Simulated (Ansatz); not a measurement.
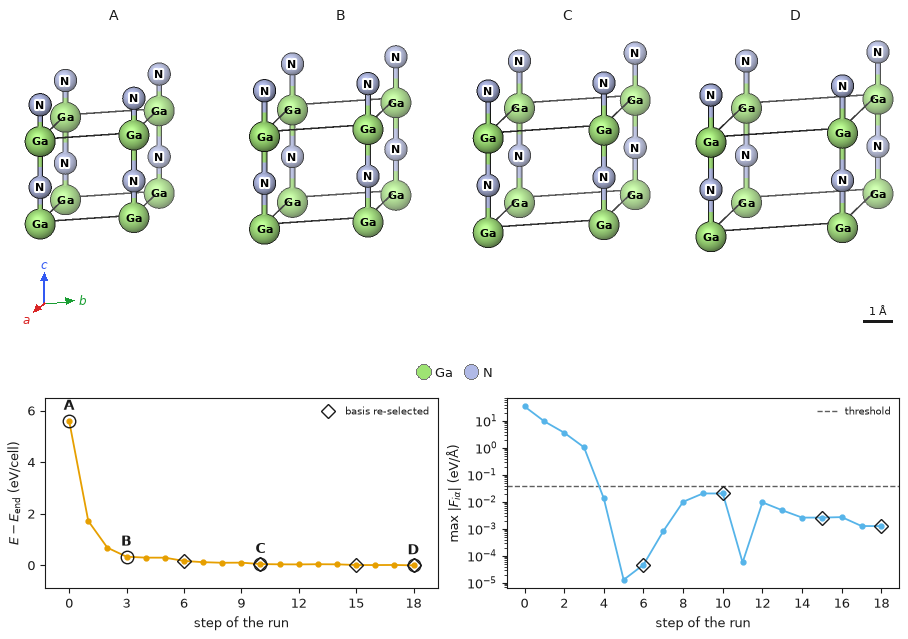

Frames of a relaxation of solid GaN (a generated structure, set up in P6mm) (coarse preliminary run), marked on the history of the run. The picture is a ball-and-stick view of the cell of the calculation, seen slightly off an axis.

The calculation used DFT PBE, scalar-relativistic, plane waves, PAW (Ansatz 0.2.0). (plane-wave cutoff 420 eV; k-point mesh 6 × 6 × 6; occupations gaussian; smearing width 0.1 eV; no spin polarisation; cell and atoms relaxed; force threshold 0.04 eV/Å; at most 70 steps)

> Describe the path.

The largest moves relative to the cell, 0.094 Å, are those of Ga and N atoms. Largest moves by element: Ga 0.094 Å, N 0.094 Å. Cell: a = b 3.362 → 4.719 Å (+40.3 %), c 2.962 → 3.389 Å (+14.4 %). Volume +125.3 %. Near-neighbour distances that change, for instance: Ga–N 1.316 → 1.695 Å, Ga–N 1.646 → 1.694 Å. The space group (tolerance 0.01 Å) goes from P6mm (No. 183) to P6/mmm (No. 191). The energy falls by 5.604 eV per cell of the calculation in 14 accepted moves (18 points after the start). Largest force component: 34 eV/Å at the start, 0.0013 eV/Å at the end. Pressure: 109.87 GPa at the start and 0.14 GPa at the end. The SCF was repeated 4 times at an unchanged geometry on a basis and grid sized afresh for the cell, which shifted the energy by 0.126 eV per cell of the calculation at most. Cost: 41 s on 1 thread of Intel(R) Xeon(R) Platinum 8259CL CPU @ 2.50GHz (Skylake/Cascade Lake), with other jobs on the host, peak memory 0.37 GiB. From step 0 to 3: Ga and N atoms move most (0.09 Å), volume +36.6 %, energy −5.269 eV per cell of the calculation. From step 3 to 10: volume +27.8 %, energy −0.286 eV per cell of the calculation. From step 10 to 18: volume +29.1 %, energy −50.1 meV per cell of the calculation.

| step | E − E(0), meV/atom | largest force component, eV/Å | pressure, GPa | volume, Å³/atom | note |
| --- | --- | --- | --- | --- | --- |
| 0 | 0.00 | 34.1698 | 109.87 | 14.501 |  |
| 1 | -1941.54 | 9.5646 | 50.36 | 15.399 |  |
| 2 | -2459.92 | 3.6404 | 22.08 | 17.553 |  |
| 3 | -2634.26 | 1.0504 | 5.85 | 19.801 |  |
| 4 | -2652.69 | 0.0134 | -0.47 | 20.569 |  |
| 5 | -2653.10 | 0.0000 | 0.02 | 20.446 |  |
| 6 | -2716.18 | 0.0000 | 3.39 | 20.446 | same geometry, new basis |
| 7 | -2740.41 | 0.0008 | 1.90 | 22.065 |  |
| 8 | -2751.75 | 0.0101 | 0.48 | 24.010 |  |
| 9 | -2749.67 | 0.0205 | -0.25 | 25.301 |  |
| 10 | -2777.01 | 0.0204 | 0.68 | 25.301 | same geometry, new basis |
| 11 | -2782.14 | 0.0001 | 0.67 | 26.517 |  |
| 12 | -2783.74 | 0.0096 | 0.31 | 28.611 |  |
| 13 | -2780.16 | 0.0049 | -0.17 | 29.900 |  |
| 14 | -2782.21 | 0.0026 | 0.02 | 29.330 |  |
| 15 | -2795.42 | 0.0026 | 0.29 | 29.330 | same geometry, new basis |
| 16 | -2796.48 | 0.0027 | 0.23 | 30.440 |  |
| 17 | -2794.61 | 0.0013 | 0.08 | 32.676 |  |
| 18 | -2802.07 | 0.0013 | 0.14 | 32.676 | same geometry, new basis |
